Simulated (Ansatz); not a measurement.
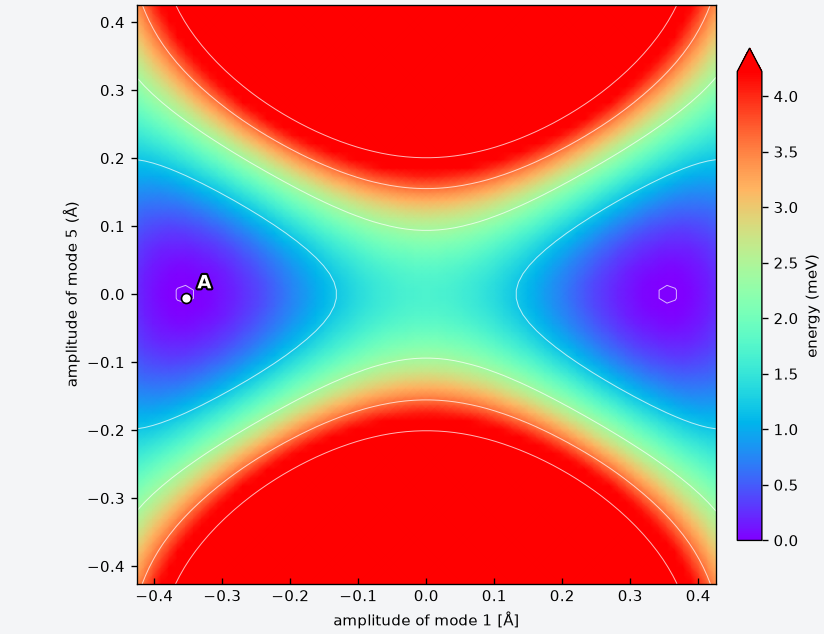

C (Cmme, No. 67; 4 atoms in the cell). The energy is mapped over two normal modes frozen in (zone-centre modes of the 4-atom cell of this scan). Coordinates scanned: (1) amplitude of mode 1 (19i cm⁻¹), largest displacement; (2) amplitude of mode 5 (31 cm⁻¹), largest displacement. Nothing is relaxed (the cell and all other modes fixed). The grid has 11 × 11 points; 36 points were computed and 85 follow by symmetry. Points are written as (first, second). All energies are given in meV per cell relative to the lowest grid point. All numbers below come from DFT PBEsol, scalar-relativistic, plane waves, PAW in Ansatz 0.2.0. Settings: cutoff 520 eV, k-mesh 18×18×6 in the order of the run's cell vectors, gaussian smearing 0.15 eV, no spin polarisation.

Drawn: a smooth colour map with a few white contour lines, one colour for all values above the top of the scale, the point A. Between grid points the surface is interpolated.

Find the lowest pass out of the well at A.

Answer. The easiest path leads from the well at (−0.341 Å, 0.000 Å) to a well of about the same depth at (0.341 Å, 0.000 Å). Its highest point lies about 1.7 meV above the bottom of the first well on the interpolated surface, at (0.000 Å, 0.000 Å). This is the barrier on the constrained surface; relaxing the other coordinates would change it.

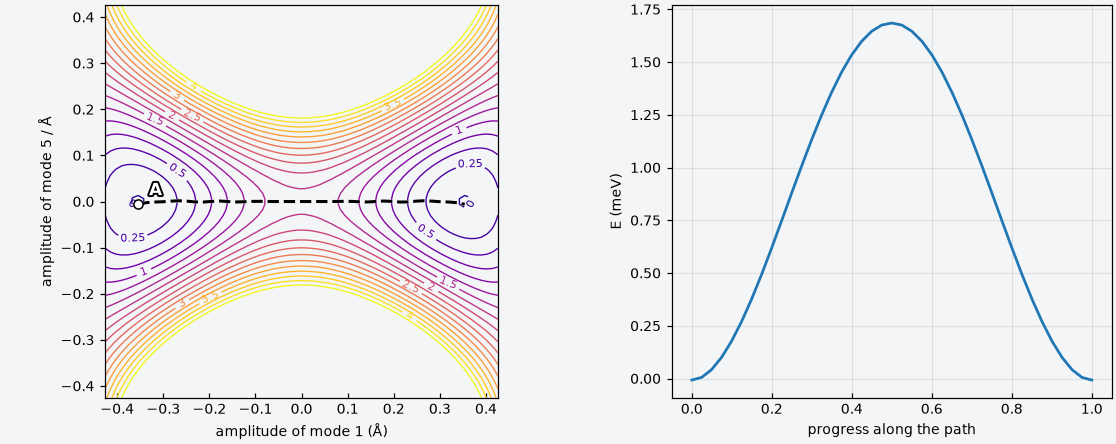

The picture shows contour lines labelled in meV (none above 4.25), a line along the lowest path, the energy along the path at the right. Between grid points the surface is interpolated.

PAW datasets: the set soft_1.
